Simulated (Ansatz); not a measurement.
**Run report: Zr5N6, geometry relaxation (part 3 of 3)**

Continued. System: Zr5N6 (slab, 11 atoms in the cell). Method: DFT PBE, scalar-relativistic, plane waves, PAW, no spin polarisation (Ansatz 0.2.0); cutoff 420 eV, 12×12×1 k-mesh, Gaussian smearing of 0.1 eV. The structure derives from an entry of the Crystallography Open Database. It belongs to a series of runs on one base structure; here: (1 1 1) slab, atoms relaxed.

Geometry of the input (Å; fractional positions):
```
3.2489  0.0000  0.0000
-1.6245  2.8136  0.0000
0.0000  0.0000  28.2636
N  0.3333  0.6667  0.2654
Zr 0.6667  0.3333  0.3123
N  0.0000  0.0000  0.3592
Zr 0.3333  0.6667  0.4061
N  0.6667  0.3333  0.4531
Zr 0.0000  0.0000  0.5000
N  0.3333  0.6667  0.5469
Zr 0.6667  0.3333  0.5939
N  0.0000  0.0000  0.6408
Zr 0.3333  0.6667  0.6877
N  0.6667  0.3333  0.7346
```

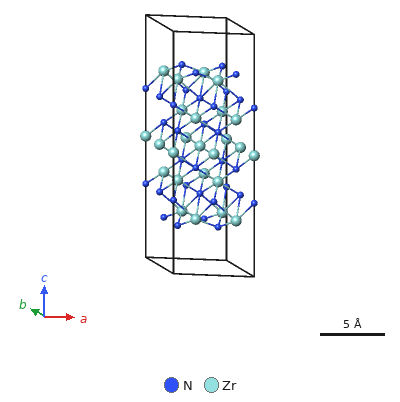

The geometry at step 5 of the log (ball-and-stick view of the 2 × 2 repeat of the cell, with the vacuum cut short, seen slightly off an axis).

Output, continued
```
  k-point 0: bands = ["-44.4092", "-44.3960", "-44.2285", "-43.2246", "-43.2246", "-22.9939", "-22.6953", "-22.2006", "-22.1349", "-22.1349", "-22.1283", "-22.1283", "-21.9827", "-21.9827", "-21.4623", "-21.4570", "-20.9858", "-20.9858", "-20.9858", "-20.9858", "-10.7551", "-10.0977", "-9.2195", "-8.8875", "-7.7370", "-7.7107", "-1.8005", "-0.5444", "-0.1674", "-0.1674", "0.4535", "0.4535", "0.9115", "1.2671", "1.2671", "1.5743", "1.5743", "1.7530", "2.4823", "2.6043", "2.6043", "2.9114", "3.1676", "3.1676", "5.3598", "5.3598", "5.3619", "6.3392", "6.3392", "6.5215", "7.3474", "7.3474", "7.3791", "8.1080", "8.1080", "8.2972"]
  k-point 1: bands = ["-44.4024", "-44.3899", "-44.2232", "-43.2179", "-43.2179", "-22.9700", "-22.6860", "-22.2520", "-22.1953", "-22.1502", "-22.1405", "-22.1371", "-22.0355", "-21.9915", "-21.4527", "-21.4488", "-21.0553", "-21.0552", "-20.9997", "-20.9997", "-10.6455", "-10.0231", "-9.1890", "-8.9178", "-7.7130", "-7.6990", "-1.6984", "-0.6149", "-0.1087", "-0.0473", "0.2641", "0.5038", "0.9051", "1.2733", "1.3355", "1.5174", "1.6307", "1.6410", "2.2617", "2.5203", "2.5866", "2.8391", "2.9820", "3.2442", "5.0985", "5.5759", "5.5764", "6.3036", "6.4790", "6.6249", "7.3013", "7.5103", "7.5214", "7.9606", "7.9813", "8.1243"]
  k-point 2: bands = ["-44.3835", "-44.3731", "-44.2089", "-43.1996", "-43.1996", "-22.9043", "-22.6682", "-22.4073", "-22.3589", "-22.1910", "-22.1739", "-22.1680", "-22.1392", "-22.0161", "-21.4348", "-21.4334", "-21.2329", "-21.2324", "-21.0375", "-21.0375", "-10.3610", "-9.8549", "-9.1328", "-9.0064", "-7.6335", "-7.6317", "-1.4093", "-0.6734", "-0.1622", "0.0236", "0.1979", "0.6087", "0.7699", "1.0351", "1.2824", "1.4215", "1.4838", "1.7544", "2.0589", "2.2997", "2.5714", "2.7464", "3.0409", "3.1583", "4.5877", "5.8685", "5.9904", "6.1313", "6.9819", "7.0982", "7.1557", "7.5030", "7.6629", "8.0991", "8.3039", "8.3219"]
  k-point 18: bands = ["-44.2917", "-44.2917", "-44.1404", "-43.1111", "-43.1111", "-22.8065", "-22.7897", "-22.7897", "-22.7320", "-22.5845", "-22.5845", "-22.3283", "-22.3283", "-22.2038", "-21.7796", "-21.7796", "-21.5411", "-21.5409", "-21.2738", "-21.2738", "-9.6698", "-9.6698", "-8.8723", "-8.8711", "-7.0833", "-7.0833", "-0.9084", "-0.5624", "-0.5624", "0.0732", "0.0732", "0.2512", "0.3390", "0.3390", "0.9806", "0.9954", "1.0191", "1.0191", "2.3575", "2.3583", "3.5566", "3.5566", "3.6387", "3.6388", "6.1263", "6.1263", "6.3781", "6.9210", "7.3945", "7.3945", "7.7404", "8.2327", "8.2327", "8.4112", "8.6591", "8.6591"]
--- Relaxed structure (8 steps of the walk, 8 accepted, 0 SCFs on fresh bases) ---
  F+E_penalty+E_count = -23239.74767700 eV   max|allowed force component| = 7.185e-3 eV/Å
  atoms:
    - { symbol: N, position: [0.33333333333333326, 0.6666666666666665, 0.27654509682227923] }
    - { symbol: Zr, position: [0.6666666666666667, 0.3333333333333333, 0.3038292153653427] }
    - { symbol: N, position: [-2.165997042238249e-18, -2.165997042239288e-18, 0.363099637878174] }
    - { symbol: Zr, position: [0.3333333333333333, 0.6666666666666665, 0.4057894861842974] }
    - { symbol: N, position: [0.6666666666666667, 0.3333333333333333, 0.4516642236540713] }
    - { symbol: Zr, position: [-1.523385787927316e-23, -1.5233849627569005e-23, 0.5000000273193426] }
    - { symbol: N, position: [0.3333333333333333, 0.6666666666666665, 0.5483357851031683] }
    - { symbol: Zr, position: [0.6666666666666667, 0.3333333333333333, 0.5942105249654832] }
    - { symbol: N, position: [2.165996931510274e-18, 2.1659969315092383e-18, 0.636900362320398] }
    - { symbol: Zr, position: [0.3333333333333333, 0.6666666666666665, 0.6961707594181524] }
    - { symbol: N, position: [0.6666666666666667, 0.3333333333333333, 0.7234548809692909] }
```

Trajectory as extended XYZ (Å, eV, eV/Å), 8 frames, from step=1 to step=8
```
11
Lattice="3.2489 0.0000 0.0000 -1.6245 2.8136 0.0000 0.0000 0.0000 28.2636" Properties=species:S:1:pos:R:3:forces:R:3 step=1 energy=-23236.03058
N     0.0000    1.8758    7.5000    0.0000   0.0000   4.8449
Zr    1.6245    0.9379    8.8264    0.0000   0.0000  -6.3134
N     0.0000    0.0000   10.1527    0.0000   0.0000   1.2652
Zr    0.0000    1.8758   11.4791    0.0000   0.0000   0.2751
N     1.6245    0.9379   12.8054    0.0000   0.0000  -0.1683
Zr    0.0000    0.0000   14.1318    0.0000   0.0000   0.0000
N     0.0000    1.8758   15.4582    0.0000   0.0000   0.1683
Zr    1.6245    0.9379   16.7845    0.0000   0.0000  -0.2751
N     0.0000    0.0000   18.1109    0.0000   0.0000  -1.2652
Zr    0.0000    1.8758   19.4373    0.0000   0.0000   6.3135
N     1.6245    0.9379   20.7636    0.0000   0.0000  -4.8449
11
Lattice="3.2489 0.0000 0.0000 -1.6245 2.8136 0.0000 0.0000 0.0000 28.2636" Properties=species:S:1:pos:R:3:forces:R:3 step=2 energy=-23239.16135
N     0.0000    1.8758    7.6861    0.0000   0.0000   1.8147
Zr    1.6245    0.9379    8.6313    0.0000   0.0000  -2.3793
N     0.0000    0.0000   10.1521    0.0000   0.0000   1.6915
Zr    0.0000    1.8758   11.4874    0.0000   0.0000  -1.0326
N     1.6245    0.9379   12.8011    0.0000   0.0000  -0.3407
Zr    0.0000    0.0000   14.1318    0.0000   0.0000   0.0000
N     0.0000    1.8758   15.4625    0.0000   0.0000   0.3407
Zr    1.6245    0.9379   16.7762    0.0000   0.0000   1.0326
N     0.0000    0.0000   18.1115    0.0000   0.0000  -1.6915
Zr    0.0000    1.8758   19.6323    0.0000   0.0000   2.3793
N     1.6245    0.9379   20.5776    0.0000   0.0000  -1.8147
11
Lattice="3.2489 0.0000 0.0000 -1.6245 2.8136 0.0000 0.0000 0.0000 28.2636" Properties=species:S:1:pos:R:3:forces:R:3 step=3 energy=-23239.56427
N     0.0000    1.8758    7.8807    0.0000   0.0000  -0.8193
Zr    1.6245    0.9379    8.5820    0.0000   0.0000   0.8692
N     0.0000    0.0000   10.3065    0.0000   0.0000  -1.2417
Zr    0.0000    1.8758   11.4221    0.0000   0.0000   1.4617
N     1.6245    0.9379   12.7356    0.0000   0.0000   0.1213
Zr    0.0000    0.0000   14.1318    0.0000   0.0000   0.0000
N     0.0000    1.8758   15.5280    0.0000   0.0000  -0.1213
Zr    1.6245    0.9379   16.8415    0.0000   0.0000  -1.4617
N     0.0000    0.0000   17.9571    0.0000   0.0000   1.2418
Zr    0.0000    1.8758   19.6816    0.0000   0.0000  -0.8692
N     1.6245    0.9379   20.3829    0.0000   0.0000   0.8193
11
Lattice="3.2489 0.0000 0.0000 -1.6245 2.8136 0.0000 0.0000 0.0000 28.2636" Properties=species:S:1:pos:R:3:forces:R:3 step=4 energy=-23239.73781
N     0.0000    1.8758    7.8166    0.0000   0.0000   0.0742
Zr    1.6245    0.9379    8.5924    0.0000   0.0000   0.0901
N     0.0000    0.0000   10.2853    0.0000   0.0000  -0.0649
Zr    0.0000    1.8758   11.4961    0.0000   0.0000  -0.2969
N     1.6245    0.9379   12.7823    0.0000   0.0000  -0.0605
Zr    0.0000    0.0000   14.1318    0.0000   0.0000   0.0000
N     0.0000    1.8758   15.4813    0.0000   0.0000   0.0605
Zr    1.6245    0.9379   16.7675    0.0000   0.0000   0.2968
N     0.0000    0.0000   17.9783    0.0000   0.0000   0.0649
Zr    0.0000    1.8758   19.6712    0.0000   0.0000  -0.0901
N     1.6245    0.9379   20.4470    0.0000   0.0000  -0.0742
11
Lattice="3.2489 0.0000 0.0000 -1.6245 2.8136 0.0000 0.0000 0.0000 28.2636" Properties=species:S:1:pos:R:3:forces:R:3 step=5 energy=-23239.73996
N     0.0000    1.8758    7.8105    0.0000   0.0000   0.0567
Zr    1.6245    0.9379    8.5855    0.0000   0.0000   0.0752
N     0.0000    0.0000   10.2733    0.0000   0.0000   0.0139
Zr    0.0000    1.8758   11.4888    0.0000   0.0000  -0.3641
N     1.6245    0.9379   12.7624    0.0000   0.0000   0.1287
Zr    0.0000    0.0000   14.1318    0.0000   0.0000   0.0000
N     0.0000    1.8758   15.5013    0.0000   0.0000  -0.1287
Zr    1.6245    0.9379   16.7749    0.0000   0.0000   0.3640
N     0.0000    0.0000   17.9903    0.0000   0.0000  -0.0140
Zr    0.0000    1.8758   19.6782    0.0000   0.0000  -0.0751
N     1.6245    0.9379   20.4531    0.0000   0.0000  -0.0566
11
Lattice="3.2489 0.0000 0.0000 -1.6245 2.8136 0.0000 0.0000 0.0000 28.2636" Properties=species:S:1:pos:R:3:forces:R:3 step=6 energy=-23239.74401
N     0.0000    1.8758    7.8267    0.0000   0.0000   0.0333
Zr    1.6245    0.9379    8.6032    0.0000   0.0000  -0.1959
N     0.0000    0.0000   10.2586    0.0000   0.0000   0.1096
Zr    0.0000    1.8758   11.4655    0.0000   0.0000   0.1025
N     1.6245    0.9379   12.7679    0.0000   0.0000  -0.0402
Zr    0.0000    0.0000   14.1318    0.0000   0.0000   0.0000
N     0.0000    1.8758   15.4957    0.0000   0.0000   0.0402
Zr    1.6245    0.9379   16.7981    0.0000   0.0000  -0.1024
N     0.0000    0.0000   18.0050    0.0000   0.0000  -0.1096
Zr    0.0000    1.8758   19.6604    0.0000   0.0000   0.1958
N     1.6245    0.9379   20.4370    0.0000   0.0000  -0.0334
11
Lattice="3.2489 0.0000 0.0000 -1.6245 2.8136 0.0000 0.0000 0.0000 28.2636" Properties=species:S:1:pos:R:3:forces:R:3 step=7 energy=-23239.74767
N     0.0000    1.8758    7.8162    0.0000   0.0000  -0.0066
Zr    1.6245    0.9379    8.5873    0.0000   0.0000   0.0026
N     0.0000    0.0000   10.2625    0.0000   0.0000   0.0050
Zr    0.0000    1.8758   11.4691    0.0000   0.0000   0.0019
N     1.6245    0.9379   12.7657    0.0000   0.0000  -0.0019
Zr    0.0000    0.0000   14.1318    0.0000   0.0000   0.0000
N     0.0000    1.8758   15.4980    0.0000   0.0000   0.0019
Zr    1.6245    0.9379   16.7945    0.0000   0.0000  -0.0019
N     0.0000    0.0000   18.0011    0.0000   0.0000  -0.0050
Zr    0.0000    1.8758   19.6763    0.0000   0.0000  -0.0026
N     1.6245    0.9379   20.4475    0.0000   0.0000   0.0066
11
Lattice="3.2489 0.0000 0.0000 -1.6245 2.8136 0.0000 0.0000 0.0000 28.2636" Properties=species:S:1:pos:R:3:forces:R:3 step=8 energy=-23239.74768
N     0.0000    1.8758    7.8162    0.0000   0.0000  -0.0072
Zr    1.6245    0.9379    8.5873    0.0000   0.0000   0.0048
N     0.0000    0.0000   10.2625    0.0000   0.0000   0.0034
Zr    0.0000    1.8758   11.4691    0.0000   0.0000   0.0023
N     1.6245    0.9379   12.7657    0.0000   0.0000  -0.0023
Zr    0.0000    0.0000   14.1318    0.0000   0.0000   0.0000
N     0.0000    1.8758   15.4980    0.0000   0.0000   0.0023
Zr    1.6245    0.9379   16.7945    0.0000   0.0000  -0.0023
N     0.0000    0.0000   18.0011    0.0000   0.0000  -0.0034
Zr    0.0000    1.8758   19.6763    0.0000   0.0000  -0.0048
N     1.6245    0.9379   20.4475    0.0000   0.0000   0.0072
```

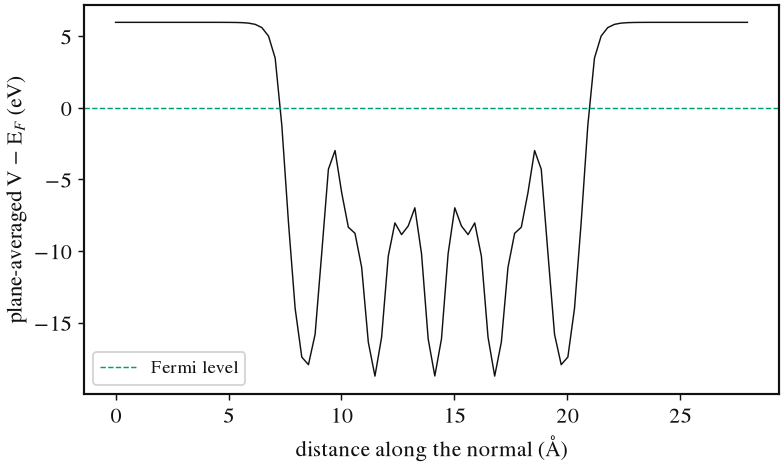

Plane average of the electrostatic potential energy of an electron across the cell, from the Fermi level. The vacuum level lies 5.96 eV above the Fermi level.

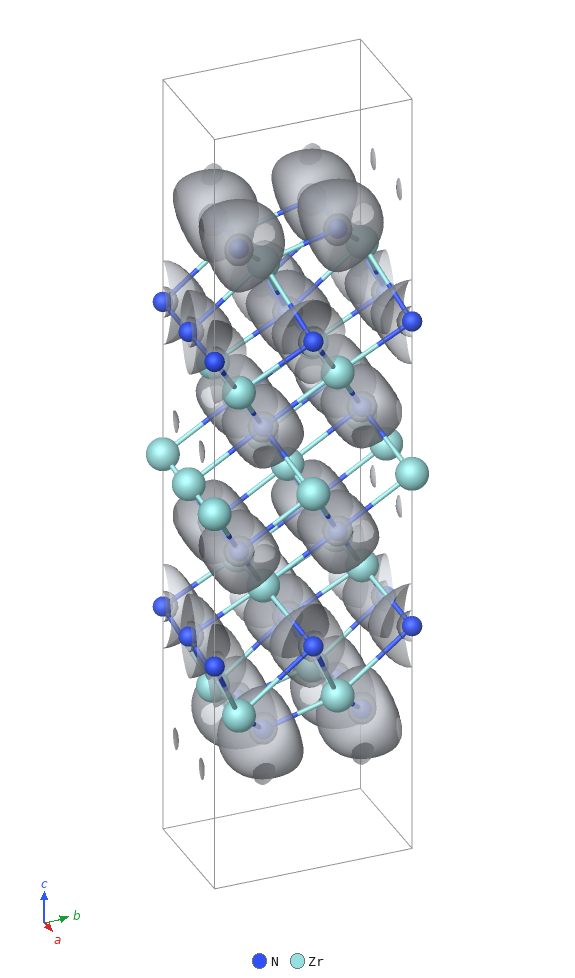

Isosurface of the electron localisation function at 0.6 (grey), seen slightly off an axis. Core shells and regions of very low density are left out. Sticks mark near contacts. Along the contacts the grid gives the following. Zr–N (2.03 Å): the ELF peaks at about 0.80 in the valence shell of N, 0.6 Å from its nucleus, and drops to about 0.30 between the two atoms (no shared pair; the contact is polar). Zr–N (2.23 Å): the ELF peaks at about 0.80 in the valence shell of N, 0.6 Å from its nucleus, and drops to about 0.20 between the two atoms; a polar contact without a shared pair, in a metal. Core electrons are frozen (PAW), so the fields are smoothed inside the atomic spheres.

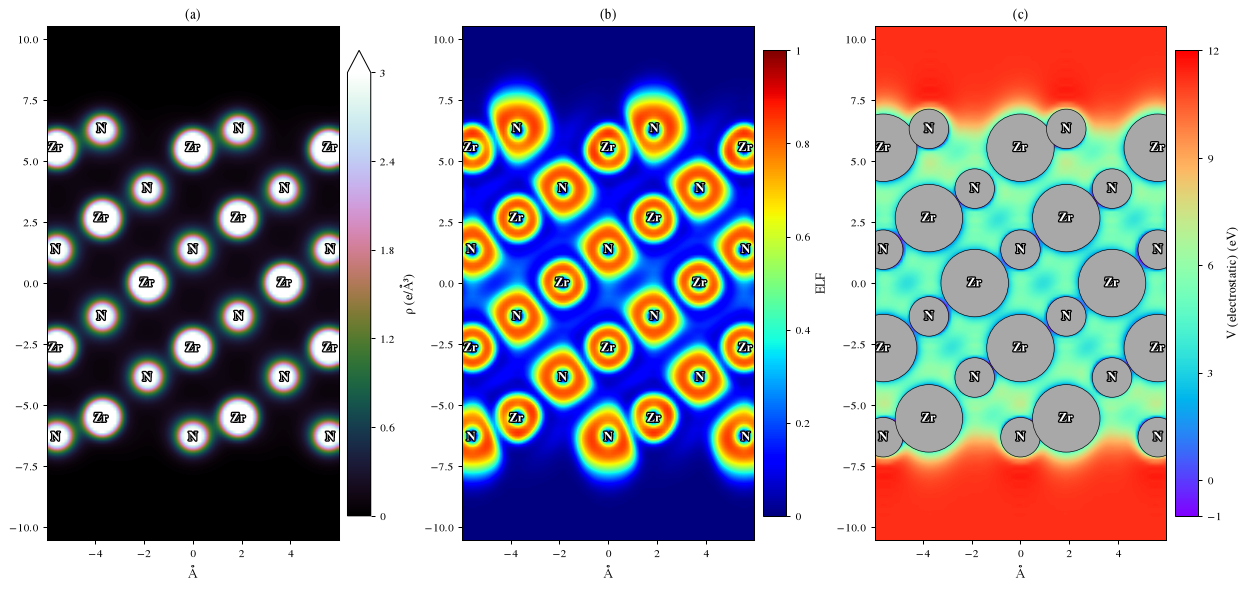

(a) valence charge density (pseudo); (b) ELF; (c) electrostatic potential energy of an electron on the (110) plane of the calculation cell, a cut from vacuum to vacuum. Grey discs, where drawn, cover atomic cores. Zr–N (2.03 Å): the density is about 0.87 e/Å³ at the midpoint; the ELF peaks at about 0.80 in the valence shell of N, 0.6 Å from its nucleus, and drops to about 0.30 between the two atoms; no shared pair; the contact is polar. Zr–N (2.23 Å): the density is about 0.54 e/Å³ at the midpoint; the ELF peaks at about 0.80 in the valence shell of N, 0.6 Å from its nucleus, and drops to about 0.20 between the two atoms (a polar contact without a shared pair, in a metal). Zr–N (2.28 Å): ρ at the midpoint is about 0.47 e/Å³; the ELF peaks at about 0.80 in the valence shell of N, 0.7 Å from its nucleus, and drops to about 0.15 between the two atoms; a polar contact without a shared pair, in a metal. Zr–N (2.32 Å): ρ is about 0.43 e/Å³ halfway; the ELF peaks at about 0.80 in the valence shell of N, 0.7 Å from its nucleus, and drops to about 0.15 between the two atoms; a polar contact without a shared pair, in a metal. The density dies away to nearly zero in the vacuum. The strong features right at Zr lie inside the PAW spheres (semicore, d or f shells) and say nothing about bonding.

Results in brief

| quantity | value |
| --- | --- |
| outcome | converged |
| electrons treated | 90 |
| free energy | −23239.7477 eV |
| work function, top face | 5.96 eV |
| work function, bottom face | 5.96 eV |
| Fermi energy | 5.248 eV |
| gap on the k-point mesh | none (metallic) |
| final volume | 258.36 Å³ |
| work function (upper face) | 5.96 eV |
| largest force (length of the vector) at the end | 0.007 eV/Å |
| hardware | 1 thread of Intel Xeon @ 2.90GHz (Ice Lake), 32 GiB of memory available, shared host |
| wall time | 4.4 min |
| peak memory | 0.64 GiB |

Remarks

The program warns: the exchange-correlation potential is rough where the density is thin.
